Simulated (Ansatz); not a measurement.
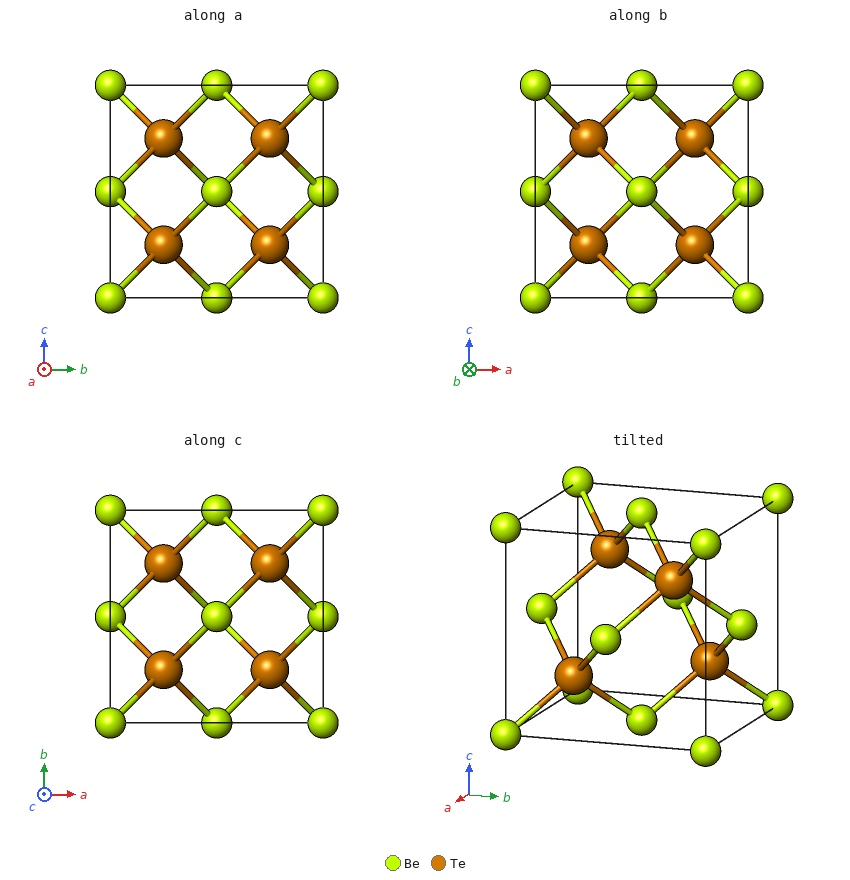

Crystal structure, ball-and-stick style, seen along the a axis, along the b axis, along the c axis and slightly off an axis. The parallelepiped is the conventional unit cell.

Lattice parameters: a = 5.431 Å, b = 5.431 Å, c = 5.431 Å, α = 90.00°, β = 90.00°, γ = 90.00°. Put a along x and b in the xy plane.

Express the structure as a POSCAR file.

Answer.
```
Be Te
1.0
     5.431    0.000    0.000
     0.000    5.431    0.000
     0.000    0.000    5.431
Be Te
4 4
Direct
  0.0000 0.0000 0.0000
  0.0000 0.5000 0.5000
  0.5000 0.0000 0.5000
  0.5000 0.5000 0.0000
  0.2500 0.2500 0.7500
  0.2500 0.7500 0.2500
  0.7500 0.2500 0.2500
  0.7500 0.7500 0.7500
```

The structure comes from a structure type filled with these elements by a generator (whether the compound takes this form wasn't checked). The cell was then strained or its atoms displaced on purpose. Ansatz was used for an electronic-structure calculation on it.

At this level of theory the cell isn't at rest (compressed, at 9 GPa), so its distances can differ from those at equilibrium, the more so the softer the solid.
